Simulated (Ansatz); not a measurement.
FeSi$_{2}$: several calculations on one system

**1. Relaxation**

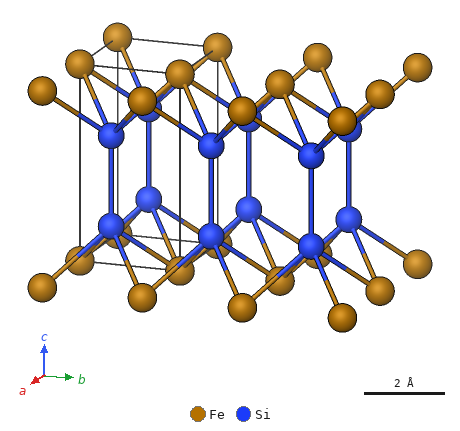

This is the input geometry for a relaxation of solid FeSi₂ (set up in P4/mmm). Style: ball-and-stick. Shown: the cell of the calculation, repeated 2 × 3 × 1 with one cell outlined, slightly off an axis.

Level of theory: DFT PBEsol, scalar-relativistic, plane waves, PAW (Ansatz 0.2.0).

Input
```yaml
crystal:
  lattice:
    - [2.684, 0.0, 0.0]
    - [0.0, 2.684, 0.0]
    - [0.0, 0.0, 5.128]
  atoms:
    - { symbol: Fe, position: [0.0, 0.0, 0.0] }
    - { symbol: Si, position: [0.5, 0.5, 0.27] }
    - { symbol: Si, position: [0.5, 0.5, 0.73] }
basis:
  ecutwfc: 420
kpoints:
  mp_grid: { grid: [16, 16, 8] }
hamiltonian:
  xc: pbesol
scf:
  occupations: { method: gaussian, width: 0.1 }
output:
  forces: true
  stress: true
  eigenvalues: true
  write_density: true
  write_potential: true
  elf: true
  volumetric_format: npy
relax:
  adjacent_minimum: "off"
  f_tol: 0.005
  max_steps: 80
  cell: { stress_tol: 0.05 }
```

Run as
```bash
ansatz run input.yaml --threads 1 --pin off --max-ram 1331MiB --backend cpu --events-out ev --progress --plain --runs-dir out
```

> What does the optimiser find from here?

The largest moves relative to the cell, 0.010 Å, are those of Si2 and Si3. Si3 goes along −c. Fe stays in place. Cell: a = b 2.684 → 2.676 Å (−0.3 %), c 5.128 → 5.106 Å (−0.4 %). Volume −1.0 %. Near-neighbour distances that change, for instance: Si2–Si3 2.359 → 2.329 Å. The space group stays P4/mmm (No. 123). The energy falls by 4.8 meV per cell of the calculation in 3 accepted moves (4 points after the start). Largest force component: 0.27 eV/Å at the start, 0.00089 eV/Å at the end. The pressure goes from −1.64 to −0.02 GPa. At 1 point the geometry stayed and the basis and grid were re-selected for the new cell (energy shift of 0.1 meV per cell of the calculation at most each time). The run took roughly 50 core-seconds on a shared host.

Step by step:

```json
{"step": "0", "E − E(0), meV/atom": "0.00", "largest force component, eV/Å": "0.2687", "pressure, GPa": "-1.64", "volume, Å³/atom": "12.314", "note": ""}
{"step": "1", "E − E(0), meV/atom": "-1.57", "largest force component, eV/Å": "0.0344", "pressure, GPa": "-0.41", "volume, Å³/atom": "12.217", "note": ""}
{"step": "2", "E − E(0), meV/atom": "-1.64", "largest force component, eV/Å": "0.0077", "pressure, GPa": "-0.04", "volume, Å³/atom": "12.193", "note": ""}
{"step": "3", "E − E(0), meV/atom": "-1.64", "largest force component, eV/Å": "0.0010", "pressure, GPa": "-0.01", "volume, Å³/atom": "12.191", "note": ""}
{"step": "4", "E − E(0), meV/atom": "-1.60", "largest force component, eV/Å": "0.0009", "pressure, GPa": "-0.02", "volume, Å³/atom": "12.191", "note": "same geometry, new basis"}
```

**2. A change**

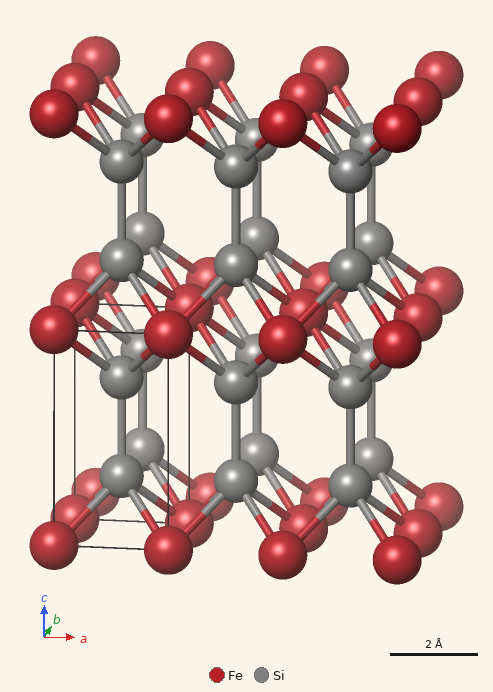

The starting point is crystalline FeSi2 (set up in P4/mmm). The picture is a ball-and-stick view of the cell of the calculation, repeated 3 × 2 × 2 with one cell outlined, seen slightly off an axis.

Theory: Ansatz 0.2.0, DFT PBEsol, scalar-relativistic, plane waves, PAW. (plane-wave cutoff 420 eV; k-point mesh 16 × 16 × 8; occupations gaussian; smearing width 0.1 eV; no spin polarisation)

The variant: Uniaxial strain along a, −2.0 %, is applied. The b and c axes and the atoms are relaxed.

Question: What does the calculation give for the changed structure?

Answer: Cell: a 2.676 → 2.623 Å (−2.0 %), b 2.676 → 2.686 Å (+0.4 %), c 5.106 → 5.124 Å (+0.4 %). Volume −1.3 %. No atom moves by more than 0.005 Å relative to the cell. Some distances before and after: Fe–Si 2.347 → 2.340 Å. The space group (tolerance 0.01 Å) goes from P4/mmm (No. 123) to Pmmm (No. 47). The energy rises by 5.4 meV per atom. The pressure goes from 0.0 to 2.4 GPa. The principal stresses (compression positive) are 7.3 GPa along a and none across it.

The changed structure in the same view:

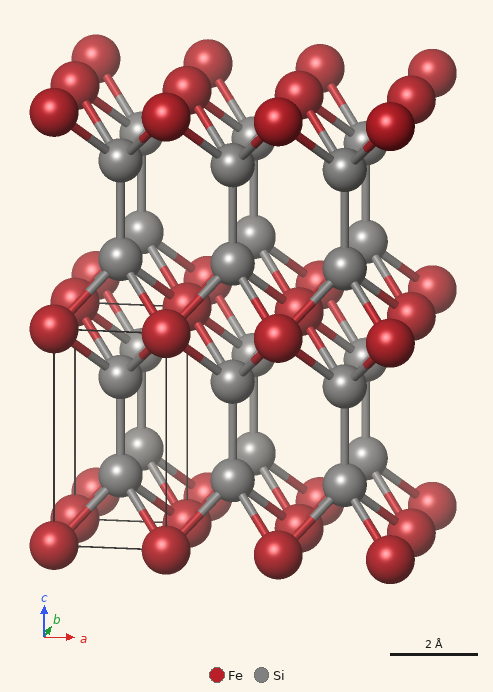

**3. Series**

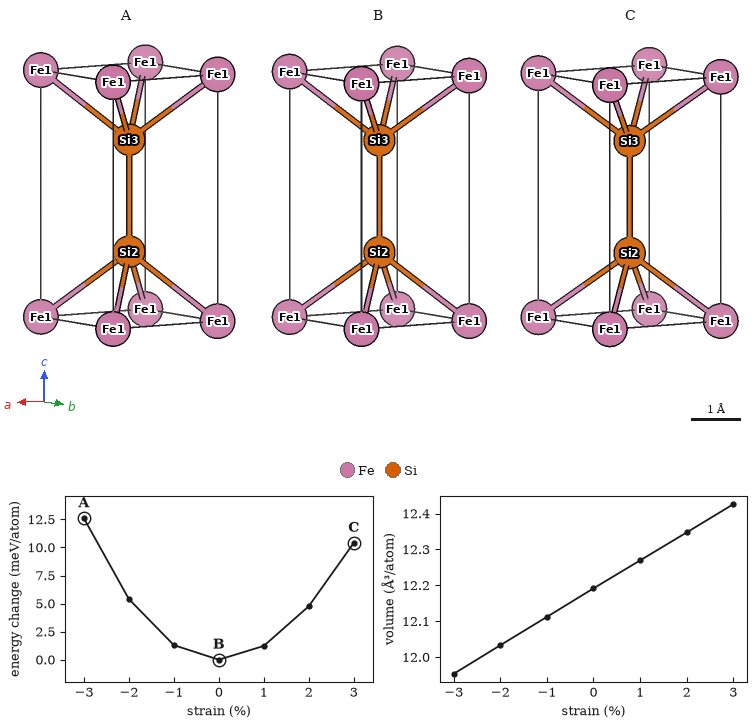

Members of a series of calculations on a crystal of FeSi2 (set up in P4/mmm), marked on the first curve. A ball-and-stick model of the cell of the calculation, seen from a free direction.

These are results of DFT PBEsol, scalar-relativistic, plane waves, PAW (Ansatz), not measurements. (plane-wave cutoff 420 eV; k-point mesh 16 × 16 × 8; occupations gaussian; smearing width 0.1 eV; no spin polarisation)

Describe the series.

Answer. Uniaxial strain along a; b, c and atoms relaxed. A (strain −3.0 %): energy change 12.6 meV/atom, volume 11.95 Å³ per atom. B (strain 0.0 %): energy change 0.0 meV/atom, volume 12.19 Å³ per atom. C (strain 3.0 %): energy change 10.4 meV/atom, volume 12.43 Å³ per atom. The rest compares A with C. The volume changes by +4.0 %, with a 2.596 → 2.757 Å (+6.2 %), b 2.691 → 2.662 Å (−1.1 %), c 5.133 → 5.080 Å (−1.0 %). Among the bonded contacts that change: Fe–Si 2.337 → 2.358 Å.
